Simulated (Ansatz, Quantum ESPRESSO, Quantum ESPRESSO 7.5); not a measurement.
## Evanescent states of LiF, rock salt type, lattice constant set to 4.07 Å

Wanted: the complex band structure of LiF, rock salt type, lattice constant set to 4.07 Å, as for a tunnel barrier.

Program: Quantum ESPRESSO 7.5. Level of theory: plane-wave DFT, PBE, GBRV ultrasoft pseudopotentials (cross-check by Ansatz 0.2.0 with PAW datasets). Results are calculated unless marked as measured.

The structure was built from a prototype and need not be the compound's stable phase.

## (1) Starting point

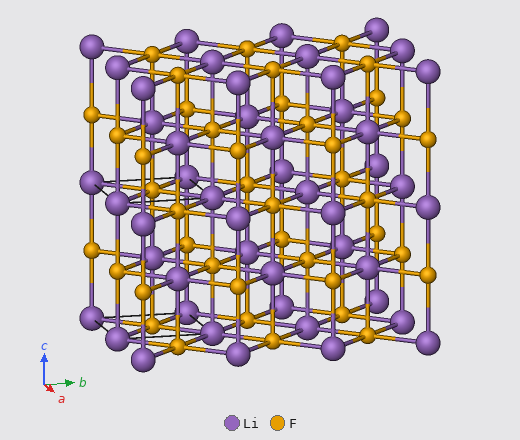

Start, viewed from the side, with the c axis up; lithium purple, fluorine orange. 2×3×2 cells are drawn. Some periodic images of atoms are drawn too.

## (2) Self-consistent run

pwcond needs a cell whose third axis lies along the current and stands perpendicular to the other two.

Input file scf.in:

```
&control
  prefix = 'scf'
  outdir = './out'
  pseudo_dir = './pseudo'
  calculation = 'scf'
  tprnfor = .true.
/
&system
  ibrav = 0
  nat = 4
  ntyp = 2
  ecutwfc = 40
  ecutrho = 200
  occupations = 'fixed'
  nbnd = 14
/
&electrons
  conv_thr = 1e-09
  mixing_beta = 0.6
  electron_maxstep = 120
/
ATOMIC_SPECIES
  Li  6.9400  li_pbe_v1.4.uspp.F.UPF
  F   18.9984  f_pbe_v1.4.uspp.F.UPF
CELL_PARAMETERS angstrom
  2.87792459942925 0.00000000000000 0.00000000000000
  0.00000000000000 2.87792459942925 0.00000000000000
  0.00000000000000 0.00000000000000 4.07000000000000
ATOMIC_POSITIONS crystal
  Li  0.000000000000 0.000000000000 0.000000000000
  F   0.500000000000 0.500000000000 0.000000000000
  Li  0.500000000000 0.500000000000 0.500000000000
  F   0.000000000000 0.000000000000 0.500000000000
K_POINTS automatic
  8 8 6 0 0 0
```

Run with:

```bash
$ OMP_NUM_THREADS=1 mpirun -n 2 pw.x -nk 2 -in scf.in > scf.out
```

The log of the run:

```text
Program PWSCF v.7.5 starts
[citation notice left out]

     Parallel version (MPI & OpenMP), running on       2 processor cores
     Number of MPI processes:                 2
     Threads/MPI process:                     1

     MPI processes distributed on     1 nodes
[...]
Current dimensions of program PWSCF are:
     Max number of different atomic species (ntypx) = 10
     Max number of k-points (npk) =  40000
     Max angular momentum in pseudopotentials (lmaxx) =  4
     Found identity + ( -0.5000 -0.5000 -0.5000) symmetry
     This is a supercell, fractional translations are disabled
     Message from routine setup:
     using ibrav=0 with symmetry is DISCOURAGED, use correct ibrav instead

     K-points division:     npool     =       2
     Subspace diagonalization in iterative solution of the eigenvalue problem:
     a serial algorithm will be used

     G-vector sticks info
     --------------------
     sticks:   dense  smooth     PW     G-vecs:    dense   smooth      PW
     Sum         481     373    121                10955     7731    1465

     Using Slab Decomposition

     bravais-lattice index     =            0
     lattice parameter (alat)  =       5.4385  a.u.
     unit-cell volume          =     227.4835 (a.u.)^3
     number of atoms/cell      =            4
     number of atomic types    =            2
     number of electrons       =        20.00
     number of Kohn-Sham states=           14
     kinetic-energy cutoff     =      40.0000  Ry
     charge density cutoff     =     200.0000  Ry
     scf convergence threshold =      1.0E-09
     mixing beta               =       0.6000
     number of iterations used =            8  plain     mixing
     Exchange-correlation=  SLA  PW   PBX  PBC
                           (   1   4   3   4   0   0   0)

     celldm(1)=   5.438489  celldm(2)=   0.000000  celldm(3)=   0.000000
     celldm(4)=   0.000000  celldm(5)=   0.000000  celldm(6)=   0.000000

     crystal axes: (cart. coord. in units of alat)
               a(1) = (   1.000000   0.000000   0.000000 )
               a(2) = (   0.000000   1.000000   0.000000 )
               a(3) = (   0.000000   0.000000   1.414214 )

     reciprocal axes: (cart. coord. in units 2 pi/alat)
               b(1) = (  1.000000  0.000000  0.000000 )
               b(2) = (  0.000000  1.000000  0.000000 )
               b(3) = (  0.000000  0.000000  0.707107 )

     PseudoPot. # 1 for Li read from file:
     ./pseudo/li_pbe_v1.4.uspp.F.UPF
     Pseudo is Ultrasoft, Zval =  3.0
     Generated by new atomic code, or converted to UPF format
     Using radial grid of  751 points,  5 beta functions with:
                l(1) =   0
                l(2) =   0
                l(3) =   0
                l(4) =   1
                l(5) =   1
     Q(r) pseudized with 10 coefficients,  rinner =    1.150   1.150   1.150

     PseudoPot. # 2 for F  read from file:
     ./pseudo/f_pbe_v1.4.uspp.F.UPF
     Pseudo is Ultrasoft, Zval =  7.0
     Generated by new atomic code, or converted to UPF format
     Using radial grid of  799 points,  4 beta functions with:
                l(1) =   0
                l(2) =   0
                l(3) =   1
                l(4) =   1
     Q(r) pseudized with  8 coefficients,  rinner =    0.950   0.950   0.950

     atomic species   valence    mass     pseudopotential
     Li                3.00     6.94000     Li( 1.00)
     F                 7.00    18.99840     F ( 1.00)

     16 Sym. Ops., with inversion, found

   Cartesian axes

     site n.     atom                  positions (alat units)
         1        Li     tau(   1) = (   0.0000000   0.0000000   0.0000000  )
         2        F      tau(   2) = (   0.5000000   0.5000000   0.0000000  )
         3        Li     tau(   3) = (   0.5000000   0.5000000   0.7071068  )
         4        F      tau(   4) = (   0.0000000   0.0000000   0.7071068  )

     number of k points=    60
                       cart. coord. in units 2pi/alat
        k(    1) = (   0.0000000   0.0000000   0.0000000), wk =   0.0052083
        k(    2) = (   0.0000000   0.0000000   0.1178511), wk =   0.0104167
        k(    3) = (   0.0000000   0.0000000   0.2357023), wk =   0.0104167
        k(    4) = (   0.0000000   0.0000000  -0.3535534), wk =   0.0052083
        k(    5) = (   0.0000000   0.1250000   0.0000000), wk =   0.0208333
        k(    6) = (   0.0000000   0.1250000   0.1178511), wk =   0.0416667
        k(    7) = (   0.0000000   0.1250000   0.2357023), wk =   0.0416667
        k(    8) = (   0.0000000   0.1250000  -0.3535534), wk =   0.0208333
        k(    9) = (   0.0000000   0.2500000   0.0000000), wk =   0.0208333
        k(   10) = (   0.0000000   0.2500000   0.1178511), wk =   0.0416667
[...]
k(   60) = (  -0.5000000  -0.5000000  -0.3535534), wk =   0.0052083

     Dense  grid:    10955 G-vectors     FFT dimensions: (  25,  25,  36)

     Smooth grid:     7731 G-vectors     FFT dimensions: (  24,  24,  32)

     Estimated max dynamical RAM per process >      19.09 MB

     Estimated total dynamical RAM >      35.51 MB

     Initial potential from superposition of free atoms

     starting charge      19.0985, renormalised to      20.0000
     Starting wfcs are   18 randomized atomic wfcs

     total cpu time spent up to now is        0.5 secs

     per-process dynamical memory:    17.9 Mb

     Self-consistent Calculation

     iteration #  1     ecut=    40.00 Ry     beta= 0.60
     Davidson diagonalization with overlap
     ethr =  1.00E-02,  avg # of iterations =  2.9

     Threshold (ethr) on eigenvalues was too large:
     Diagonalizing with lowered threshold

     Davidson diagonalization with overlap
     ethr =  3.00E-04,  avg # of iterations =  2.0

     total cpu time spent up to now is        1.6 secs

     total energy              =    -126.72170597 Ry
     estimated scf accuracy    <       0.06415920 Ry

     iteration #  2     ecut=    40.00 Ry     beta= 0.60
[...]
total energy              =    -126.72707151 Ry
     estimated scf accuracy    <       0.01165321 Ry

     iteration #  3     ecut=    40.00 Ry     beta= 0.60
[...]
total energy              =    -126.72942589 Ry
     estimated scf accuracy    <       0.00181941 Ry

     iteration #  4     ecut=    40.00 Ry     beta= 0.60
[...]
total energy              =    -126.72970245 Ry
     estimated scf accuracy    <       0.00001881 Ry

     iteration #  5     ecut=    40.00 Ry     beta= 0.60
[...]
total energy              =    -126.72971904 Ry
     estimated scf accuracy    <       0.00000977 Ry

     iteration #  6     ecut=    40.00 Ry     beta= 0.60
[...]
total energy              =    -126.72972168 Ry
     estimated scf accuracy    <       0.00000051 Ry

     iteration #  7     ecut=    40.00 Ry     beta= 0.60
[...]
total energy              =    -126.72972171 Ry
     estimated scf accuracy    <       0.00000007 Ry

     iteration #  8     ecut=    40.00 Ry     beta= 0.60
[...]
total energy              =    -126.72972174 Ry
     estimated scf accuracy    <          1.2E-09 Ry

     iteration #  9     ecut=    40.00 Ry     beta= 0.60
[...]
End of self-consistent calculation

          k = 0.0000 0.0000 0.0000 (   999 PWs)   bands (ev):

   -40.3194 -40.2550 -19.2598 -18.6090  -2.2457  -0.3260  -0.3260   0.6253
     0.6253   0.6257   9.4209  15.1465  16.9690  17.6895

          k = 0.0000 0.0000 0.1179 (   975 PWs)   bands (ev):

   -40.3149 -40.2591 -19.2253 -18.6631  -2.0388  -0.2645  -0.2645   0.4478
     0.5597   0.5597   9.7095  14.4886  17.2177  18.1200

          k = 0.0000 0.0000 0.2357 (   976 PWs)   bands (ev):

   -40.3026 -40.2704 -19.1251 -18.8020  -1.4843  -0.0949  -0.0949  -0.0490
     0.3810   0.3810  10.5268  13.1597  17.9625  18.9514

          k = 0.0000 0.0000-0.3536 (   960 PWs)   bands (ev):

   -40.2863 -40.2862 -18.9732 -18.9731  -0.7521  -0.7520   0.1409   0.1409
     0.1410   0.1410  11.7424  11.7424  19.1984  19.1986

          k = 0.0000 0.1250 0.0000 (   983 PWs)   bands (ev):

   -40.3144 -40.2548 -19.2216 -18.6171  -2.1186  -0.4975  -0.2576   0.3630
     0.5490   0.6267   9.7318  15.1654  16.2568  17.9315

          k = 0.0000 0.1250 0.1179 (   979 PWs)   bands (ev):

   -40.3101 -40.2586 -19.1897 -18.6674  -1.9413  -0.4151  -0.1999   0.1132
     0.5662   0.5948   9.9653  14.4371  16.5694  18.2956

[...]
highest occupied, lowest unoccupied level (ev):     0.6267    9.4209

!    total energy              =    -126.72972174 Ry
     estimated scf accuracy    <          1.2E-11 Ry

     The total energy is the sum of the following terms:
     one-electron contribution =     -55.34428811 Ry
     hartree contribution      =      35.51100482 Ry
     xc contribution           =     -25.84500923 Ry
     ewald contribution        =     -81.05142921 Ry

     convergence has been achieved in   9 iterations

     Forces acting on atoms (cartesian axes, Ry/au):

     atom    1 type  1   force =     0.00000000    0.00000000    0.00000000
     atom    2 type  2   force =     0.00000000    0.00000000    0.00000000
     atom    3 type  1   force =     0.00000000    0.00000000    0.00000000
     atom    4 type  2   force =     0.00000000    0.00000000    0.00000000

     Total force =     0.000000     Total SCF correction =     0.000000

[...]
=------------------------------------------------------------------------------=
   JOB DONE.
=------------------------------------------------------------------------------=
```

The job ended after 6.9 s (2 MPI ranks of Arm Neoverse V1, shared host; peak memory 0.12 GiB).

This step gave:

```
free energy                          : -1724.2457 eV
valence top, on the run's zero       : 0.6267 eV
conduction bottom, on the run's zero : 9.421 eV
gap by band count                    : 8.794 eV
```

The run needed 9 iterations to bring the estimated error under 1e-09 Ry.

[end of part 1 of 3]

[Logs are printed without paths, hosts, clocks, repeated set-up lines and the standing remarks that a program may print on its own settings, such as how far it seeks lower states.]

[Hosts, paths, dates, database ids (printed as entryN), source tags and the programs' standing remarks are cut or masked in the printed files.]

[Maps of the electrostatic potential energy from Ansatz leave out the sawtooth potential of an applied field or a dipole correction, so their vacuum need not be flat; planar profiles and work functions include it.]
